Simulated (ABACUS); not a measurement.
# Geometry relaxation, with input and output: Pt (part 1 of 2)

The run: geometry relaxation of Pt (Fm-3m, 1 atom in the cell). Method and program: Kohn-Sham DFT of a periodic cell, AM05, GBRV ultrasoft 1.5 PBEsol, no spin polarisation (ABACUS 3.10.1).

The structure derives from an entry of the Crystallography Open Database.

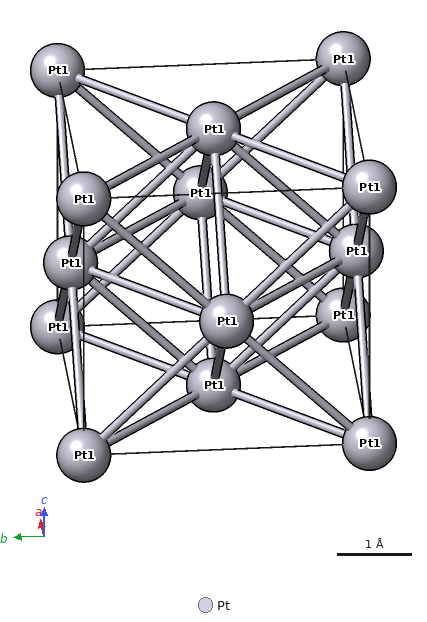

*The input geometry (ball-and-stick view of the cell 4 times as large as that of the calculation, set on its symmetry axes, seen at an oblique angle; atoms are numbered from 1 in the order of the input).*

Near neighbours in the crystal (not all of them lie inside the picture): Pt has 12 Pt at 2.77 Å.

## Results in brief

```tsv
quantity	value
outcome	converged
space group (tolerance 0.01 Å)	Fm-3m (225)
electrons treated	16
free energy	−2861.9865 eV
Fermi energy	22.845 eV
gap on the k-point mesh	none (metallic)
pressure	−0.05 GPa
final volume	14.87 Å³
largest force (length of the vector) at the end	under 0.001 eV/Å
final cell	a = 2.760 Å, b = 2.760 Å, c = 2.760 Å, α = 60.00°, β = 60.00°, γ = 60.00°
hardware	4 threads of Intel Xeon (Granite Rapids), 16 GiB of memory available, shared host
wall time	6.7 s (CPU time 26 s)
peak memory	0.36 GiB
```

## Remarks

Spin–orbit coupling is left out, which matters for Pt.

## The input
```
INPUT_PARAMETERS
suffix              Pt
calculation         cell-relax
basis_type          pw
pseudo_dir          ./
symmetry            1
dft_functional      GGA_X_AM05+GGA_C_AM05
ecutwfc             40
pseudo_rcut         10
nspin               1
nbands              12
ks_solver           dav
smearing_method     fd
smearing_sigma      0.00367493
scf_thr             1e-08
scf_nmax            100
mixing_type         broyden
mixing_beta         0.7
cal_force           1
cal_stress          1
ecutrho             320
relax_nmax          60
force_thr_ev        0.005
relax_method        cg
out_stru            1
stress_thr          1
kpar                4
```

## File STRU
```
ATOMIC_SPECIES
Pt 195.0840 pt_pbesol_v1.4.uspp.F.UPF

LATTICE_CONSTANT
1.8897261246

LATTICE_VECTORS
0.0000000000 1.9609000000 1.9609000000
1.9609000000 0.0000000000 1.9609000000
1.9609000000 1.9609000000 0.0000000000

ATOMIC_POSITIONS
Cartesian

Pt
0.0
1
0.0000000000 0.0000000000 0.0000000000 1 1 1
```

## File KPT
```
K_POINTS
0
Gamma
10 10 10 0 0 0
```

Launch command:
```bash
OMP_NUM_THREADS=1 mpirun -np 4 abacus > log
```

## What the program printed
```
ABACUS v3.10.1

               Atomic-orbital Based Ab-initio Computation at UStc

 ------------------------------------------------------------------------------------

 READING GENERAL INFORMATION
                           global_out_dir = OUT.Pt/
                           global_in_card = INPUT
                               pseudo_dir = ./
                              orbital_dir =
                                    DSIZE = 4
                                    GSIZE = 1

 READING UNITCELL INFORMATION
                                    ntype = 1
                  lattice constant (Bohr) = 1.88973
              lattice constant (Angstrom) = 1

 READING ATOM TYPE 1
                               atom label = Pt
                      L=0, number of zeta = 1
                      L=1, number of zeta = 1
                      L=2, number of zeta = 1
             number of atom for this type = 1

                        TOTAL ATOM NUMBER = 1
CARTESIAN COORDINATES ( UNIT =       1.889726124600 Bohr ).
    atom                   x                   y                   z     mag                  vx                  vy                  vz
tauc_Pt1            0.0000000000        0.0000000000        0.0000000000  0.0000        0.0000000000        0.0000000000        0.0000000000

                          Volume (Bohr^3) = 101.764
                             Volume (A^3) = 15.0798

 Lattice vectors: (Cartesian coordinate: in unit of a_0)
                   +0             +1.9609             +1.9609
              +1.9609                  +0             +1.9609
              +1.9609             +1.9609                  +0
 Reciprocal vectors: (Cartesian coordinate: in unit of 2 pi/a_0)
            -0.254985           +0.254985           +0.254985
            +0.254985           -0.254985           +0.254985
            +0.254985           +0.254985           -0.254985
 The esolver type has been set to : ksdft_pw

                PAO radial cut off (Bohr) = 10

 Read in pseudopotential file is pt_pbesol_v1.4.uspp.F.UPF
                     pseudopotential type = US
          exchange-correlation functional = PBEsol
                 nonlocal core correction = 1
                        valence electrons = 16
                                     lmax = 2
                           number of zeta = 4
                     number of projectors = 6
                           L of projector = 0
                           L of projector = 0
                           L of projector = 1
                           L of projector = 1
                           L of projector = 2
                           L of projector = 2
 XC functional updated to : GGA_X_AM05+GGA_C_AM05
          exchange-correlation functional = GGA_X_AM05+GGA_C_AM05
     initial pseudo atomic orbital number = 12

 SETUP THE ELECTRONS NUMBER
            electron number of element Pt = 16
      total electron number of element Pt = 16
            AUTOSET number of electrons:  = 16
                           occupied bands = 8
                                   NBANDS = 12
                                   NLOCAL = 9

%%%%%%%%%%%%%%%%%%%%%%%%%%%%%%%%%%%%%%%%%%%%%%%%%%%%%%%%%%%%%%%%%%%%%%%%%%%%%%%%%%%%%%%%%%%%%%%%%%%%%%%%%%
 Warning: the number of valence electrons in pseudopotential > 10 for Pt: [Xe] 4f14 5d9 6s1
 Pseudopotentials with additional electrons can yield (more) accurate outcomes, but may be less efficient.
 If you're confident that your chosen pseudopotential is appropriate, you can safely ignore this warning.
%%%%%%%%%%%%%%%%%%%%%%%%%%%%%%%%%%%%%%%%%%%%%%%%%%%%%%%%%%%%%%%%%%%%%%%%%%%%%%%%%%%%%%%%%%%%%%%%%%%%%%%%%%

 SETUP THE PLANE WAVE BASIS
 energy cutoff for charge/potential (unit:Ry) = 160
            fft grid for charge/potential = [ 24, 24, 24 ]
                        fft grid division = [ 1, 1, 1 ]
        big fft grid for charge/potential = [ 30, 30, 30 ]
                                     nbxx = 27000
                                     nrxx = 13824

 SETUP PLANE WAVES FOR CHARGE/POTENTIAL
                    number of plane waves = 3479
                         number of sticks = 301

 PARALLEL PW FOR CHARGE/POTENTIAL
     PROC   COLUMNS(POT)             PW
        1            301           3479
 --------------- sum -------------------
        1            301           3479
                            number of |g| = 76
                                  max |g| = 14.2388
                                  min |g| = 0

 energy cutoff for dense charge/potential (unit:Ry) = 320
      fft grid for dense charge/potential = [ 30, 30, 30 ]
                                     nrxx = 27000

 SETUP PLANE WAVES FOR dense CHARGE/POTENTIAL
                    number of plane waves = 9841
                         number of sticks = 595

 PARALLEL PW FOR dense CHARGE/POTENTIAL
     PROC   COLUMNS(POT)             PW
        1            595           9841
 --------------- sum -------------------
        1            595           9841
                            number of |g| = 151
                                  max |g| = 28.8027
                                  min |g| = 0

----------- Double Check Mixing Parameters Begin ------------
mixing_type: broyden
mixing_beta: 0.7
mixing_gg0: 1
mixing_gg0_min: 0.1
mixing_ndim: 8
----------- Double Check Mixing Parameters End ------------

 LATTICE VECTORS: (CARTESIAN COORDINATE: IN UNIT OF A0)
                   +0             +1.9609             +1.9609
              +1.9609                  +0             +1.9609
              +1.9609             +1.9609                  +0
                       right hand lattice = 1
                                   NORM_A = 2.77313
                                   NORM_B = 2.77313
                                   NORM_C = 2.77313
                           ALPHA (DEGREE) = 60
                           BETA  (DEGREE) = 60
                           GAMMA (DEGREE) = 60

 The lattice vectors have been changed (STRU_SIMPLE.cif)

(for optimal symmetric configuration:)
                             BRAVAIS TYPE = 3
                     BRAVAIS LATTICE NAME = 03. Cubic F (face-centered)
                                    ibrav = 3
                                    IBRAV = 3
                                  BRAVAIS = FACE CENTERED CUBIC
                       LATTICE CONSTANT A = 3.9218
Original cell was already a primitive cell.
                        ROTATION MATRICES = 48
              PURE POINT GROUP OPERATIONS = 48
                   SPACE GROUP OPERATIONS = 48
                              POINT GROUP = O_h
               POINT GROUP IN SPACE GROUP = O_h

 SETUP K-POINTS
                                    nspin = 1
                   Input type of k points = Monkhorst-Pack(Gamma)
                                   nkstot = 1000
                       right hand lattice = 1
(for reciprocal lattice: )
                             BRAVAIS TYPE = 2
                     BRAVAIS LATTICE NAME = 02. Cubic I (body-centered)
                                    ibrav = 2
                       right hand lattice = 1
(for k-lattice: )
                             BRAVAIS TYPE = 2
                     BRAVAIS LATTICE NAME = 02. Cubic I (body-centered)
                                    ibrav = 2
                       right hand lattice = 1
                        ROTATION MATRICES = 48
                               nkstot_ibz = 47
K-POINTS REDUCTION ACCORDING TO SYMMETRY
     IBZ    DIRECT_X    DIRECT_Y    DIRECT_Z  WEIGHT  ibz2bz
       1  0.00000000  0.00000000  0.00000000  0.0010       0
       2  0.10000000  0.10000000  0.10000000  0.0080       1
       3  0.20000000  0.20000000  0.20000000  0.0080       2
       4  0.30000000  0.30000000  0.30000000  0.0080       3
       5  0.40000000  0.40000000  0.40000000  0.0080       4
       6  0.50000000  0.50000000  0.50000000  0.0040       5
       7  0.10000000  0.10000000  0.00000000  0.0060      11
       8  0.20000000  0.20000000  0.10000000  0.0240      12
       9  0.30000000  0.30000000  0.20000000  0.0240      13
      10  0.40000000  0.40000000  0.30000000  0.0240      14
      11  0.50000000  0.50000000  0.40000000  0.0240      15
      12  0.50000000  0.40000000  0.40000000  0.0240      16
      13  0.40000000  0.30000000  0.30000000  0.0240      17
      14  0.30000000  0.20000000  0.20000000  0.0240      18
      15  0.10000000  0.10000000  0.20000000  0.0120      19
      16  0.20000000  0.20000000  0.00000000  0.0060      22
      17  0.30000000  0.30000000  0.10000000  0.0240      23
      18  0.40000000  0.40000000  0.20000000  0.0240      24
      19  0.50000000  0.50000000  0.30000000  0.0240      25
      20 -0.40000000  0.40000000  0.40000000  0.0240      26
      21  0.50000000  0.30000000  0.30000000  0.0240      27
      22  0.40000000  0.20000000  0.20000000  0.0120      28
      23  0.30000000  0.30000000  0.00000000  0.0060      33
      24  0.40000000  0.40000000  0.10000000  0.0240      34
      25  0.50000000  0.50000000  0.20000000  0.0240      35
      26 -0.30000000  0.40000000  0.40000000  0.0240      36
      27 -0.40000000  0.30000000  0.30000000  0.0120      37
      28  0.40000000  0.40000000  0.00000000  0.0060      44
      29  0.50000000  0.50000000  0.10000000  0.0240      45
      30 -0.20000000  0.40000000  0.40000000  0.0120      46
[... 17 further k points ...]

                               nkstot now = 47
[... K-POINTS DIRECT COORDINATES: 47 rows ...]

           k-point number in this process = 12
       minimum distributed K point number = 11
[... stars of the k points ...]

[... K-POINTS CARTESIAN COORDINATES: 12 rows ...]

[... K-POINTS DIRECT COORDINATES: 12 rows ...]

 SETUP PLANE WAVES FOR WAVE FUNCTIONS
     energy cutoff for wavefunc (unit:Ry) = 40
              fft grid for wave functions = [ 24, 24, 24 ]
                    number of plane waves = 609
                         number of sticks = 91

 PARALLEL PW FOR WAVE FUNCTIONS
     PROC   COLUMNS(POT)             PW
        1             91            609
 --------------- sum -------------------
        1             91            609

 SETUP NONLOCAL PSEUDOPOTENTIALS IN PLANE WAVE BASIS
 Pt non-local projectors:
 projector 1 L=0
 projector 2 L=0
 projector 3 L=1
 projector 4 L=1
 projector 5 L=2
 projector 6 L=2
      TOTAL NUMBER OF NONLOCAL PROJECTORS = 18

 Init Non-Local PseudoPotential table :
 Init Non-Local-Pseudopotential done.

                                     npwx = 439

 Make real space PAO into reciprocal space.
       max mesh points in Pseudopotential = 821
     dq(describe PAO in reciprocal space) = 0.01
                                    max q = 1272

 number of pseudo atomic orbitals for Pt is 4
WARNING: norm of atomic wavefunction # 3 of atomic type Pt is 0.999985, renormalized
WARNING: norm of atomic wavefunction # 4 of atomic type Pt is 0.99692, renormalized

 -------------------------------------------
 STEP OF RELAXATION : 1
 -------------------------------------------
                                 init_chg = atomic

 PW ALGORITHM --------------- ION=   1  ELEC=   1--------------------------------

 Density error is 0.773886452971
                          Error Threshold = 0.01
----------------------------------------------------------
     Energy           Rydberg                 eV
----------------------------------------------------------
 E_KohnSham     -210.1131235700      -2858.7357051298
 E_Harris       -217.4068932950      -2957.9725332906
 E_Fermi        1.8835884448         25.6275355361
----------------------------------------------------------

 PW ALGORITHM --------------- ION=   1  ELEC=   2--------------------------------

 Density error is 0.110720214908
                          Error Threshold = 0.00483679033107
----------------------------------------------------------
     Energy           Rydberg                 eV
----------------------------------------------------------
 E_KohnSham     -210.3256317030      -2861.6270266108
 E_Harris       -207.9166157387      -2828.8506829226
 E_Fermi        1.5656412156         21.3016415555
----------------------------------------------------------

 PW ALGORITHM --------------- ION=   1  ELEC=   3--------------------------------

 Density error is 0.000857778063681
                          Error Threshold = 0.000692001343174
----------------------------------------------------------
     Energy           Rydberg                 eV
----------------------------------------------------------
 E_KohnSham     -210.3516521150      -2861.9810524778
 E_Harris       -210.5443107284      -2864.6023073892
 E_Fermi        1.6547464472         22.5139804265
----------------------------------------------------------
```
